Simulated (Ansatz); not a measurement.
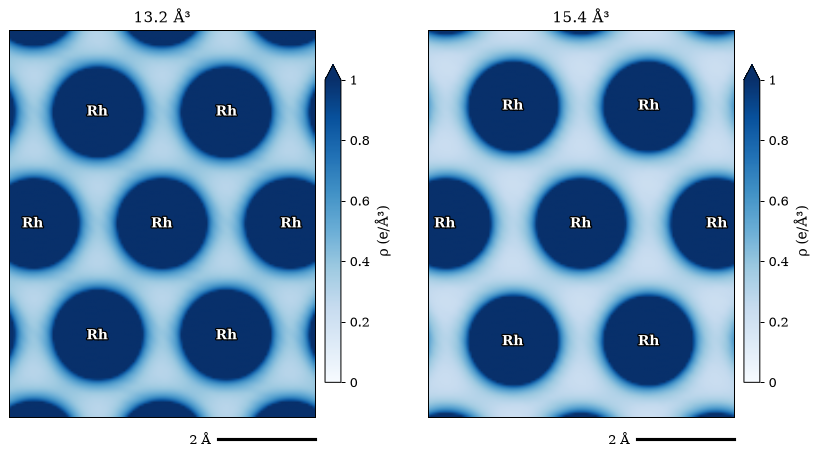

Rh. The valence charge density (pseudo) of cells scaled evenly to different volumes (given per atom above each panel), on the (001) plane of each (indices in the axes of the cell below), at one length scale and on one colour scale.

A generated structure, not necessarily the stable one; the program warned that a starting moment wasn't kept; spin-polarised, but the moments vanished.

Method: DFT, r2SCAN, plane waves (500 eV) with PAW, scalar-relativistic in Ansatz.

The largest cell:

```
Rh
1.0
     2.79208    0.00000    0.00000
    -1.39604    2.41801    0.00000
     0.00000    0.00000    9.11860
Rh
4
Direct
  0.00000 0.00000 0.00000
  0.00000 0.00000 0.50000
  0.33333 0.66667 0.25000
  0.66667 0.33333 0.75000
```

| volume (Å³/atom) | Rh–Rh contact in the plane (Å) | ρ at its midpoint (e/Å³) | pressure (GPa) | 
| --- | --- | --- | --- |
| 13.19 | 2.652 | 0.394 | 12.7 | 
| 14.29 | 2.724 | ? | ? | 
| 15.39 | 2.792 | 0.300 | −23.7 | 

Estimate the missing row, and compare with the calculation.

Over the known rows ln ρ falls by 1.95 per Å of Rh–Rh distance (the line through the two), which gives 0.342 e/Å³ at 2.724 Å; the calculation gives 0.343 e/Å³. For the pressure, a straight line in volume between the neighbouring rows gives −5.5 GPa; the calculation gives −10.0, lower because pressure rises ever faster on compression.
